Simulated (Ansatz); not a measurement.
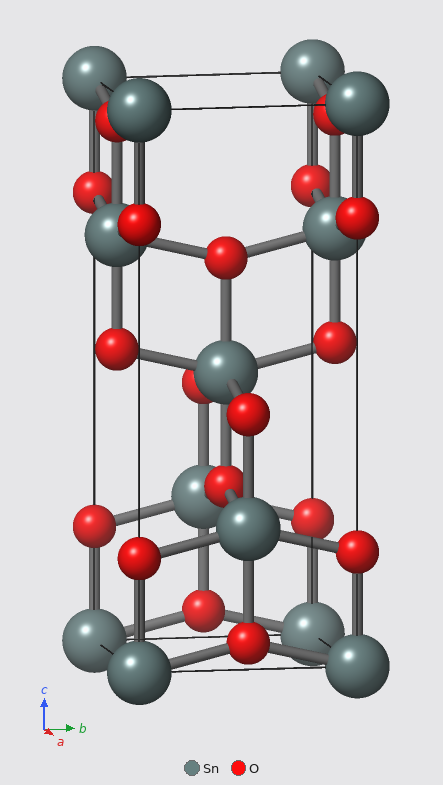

A ball-and-stick rendering, viewed slightly off an axis. Thin lines show the conventional unit cell, with boundary atoms drawn in all their periodic places. Cell: a = 4.01 Å, b = 4.01 Å, c = 10.25 Å, α = 90.00°, β = 90.00°, γ = 90.00°.

The structure was taken from a structure listed in the Materials Project. Earlier steps of the study may have refined or changed the cell and positions. It was run through Ansatz as a DFT input.

**What can be read from this drawing?**

Its composition is SnO2. The atoms follow space group I4_1/amd (No. 141); the Bravais lattice is body-centred tetragonal. Type of structure: anatase. Atoms per cell: 12 (4 Sn, 8 O). The Sn atoms are each bonded to six O at about 2.1 Å. O is linked to three Sn at about 2.1 Å. The bonds build a three-dimensional framework.

The numbers come from DFT PBEsol, scalar-relativistic, plane waves, PAW in Ansatz, using 420 eV cutoff, k-points about 0.22 Å⁻¹ apart, Gaussian smearing of 0.02 eV, no spin polarisation.

**Classify it as metallic or gapped, with the value.**

A semiconductor at this level, with a gap of 1.54 eV, indirect.

**What does a Bader analysis give?**

Sn +2.45 e; O -1.23 e.

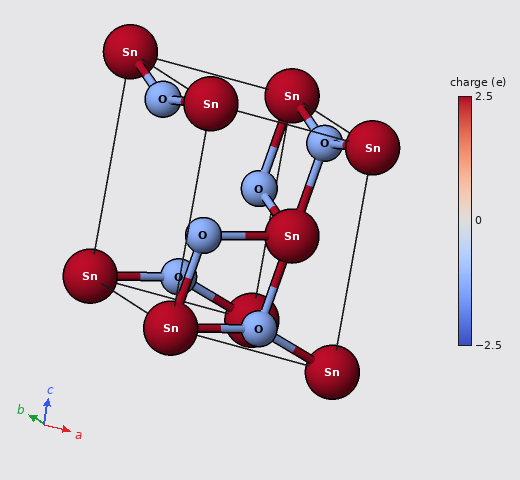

The atoms coloured by those charges. The run's cell of 6 atoms is drawn in a reduced setting, so axes and origin can differ from the first picture.

**Has the structure come to rest?**

Yes. All forces vanish to within 0.01 eV/Å. The pressure is 0.0 GPa, close to zero.
